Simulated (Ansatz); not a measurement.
# Monolayer T-CdI2 in a field along the normal: induced dipole (PBEsol)

A gate puts a field across monolayer T-CdI2. How large is the induced dipole, and what happens to the gap?

All values are computed: Ansatz 0.2.0, PBEsol, plane waves, no spin–orbit coupling; sawtooth field with a dipole correction, atoms held at their zero-field places, cell area 15.6 Å². The field is the one in the vacuum. Energy changes count from the zero-field run.

| field (V/Å) | dipole (e·Å) | energy change (meV) | gap on the path (eV) |
| --- | --- | --- | --- |
| 0.05 | 0.023 | -0.6 | 2.49 |
| 0.1 | 0.046 | -2.3 | 2.49 |
| 0.2 | ? | ? | ? |
| 0.3 | 0.139 | -20.8 | 2.49 |
| 0.4 | 0.185 | -37.0 | 2.48 |

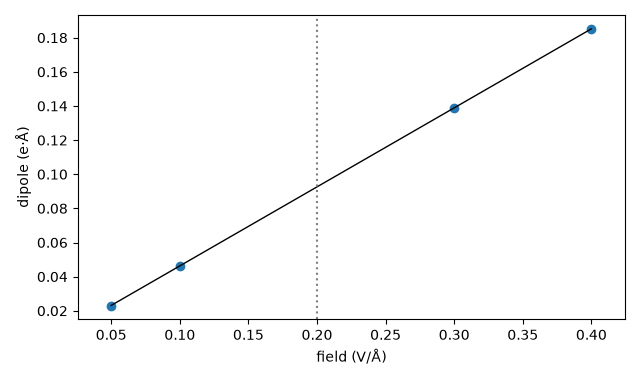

The shown rows (points), the fit (line) and the place of the withheld row (dotted).

**Fit.** A least-squares line through the shown values, as rounded, is dipole = 0.000 + 0.463 × field (V/Å); it misses them by 0.000 e·Å at most. The fit misses the rows by 0.000 e·Å on average, and their plain mean by 0.064 e·Å, so the fit does better. The slope is the electronic polarisability of the cell, α = 0.463 e·Å²/V. It also sets the energy, −αF²/2 for a sheet without a dipole of its own: -37.0 meV at 0.4 V/Å. From the weakest to the strongest field the gap on the path changes by -0.01 eV.

**The withheld row.** The prediction is 0.000 + 0.463 × (0.2) = 0.093 e·Å. The run gave dipole 0.093 e·Å, energy change -9.3 meV, gap on the path 2.49 eV. The miss in dipole is +0.000 e·Å, within the scatter of the fitted rows. The mean of the shown rows would have missed by -0.005 e·Å.

Ions don't move, so the lattice part of the screening is missing; semilocal functionals overestimate polarisabilities somewhat.
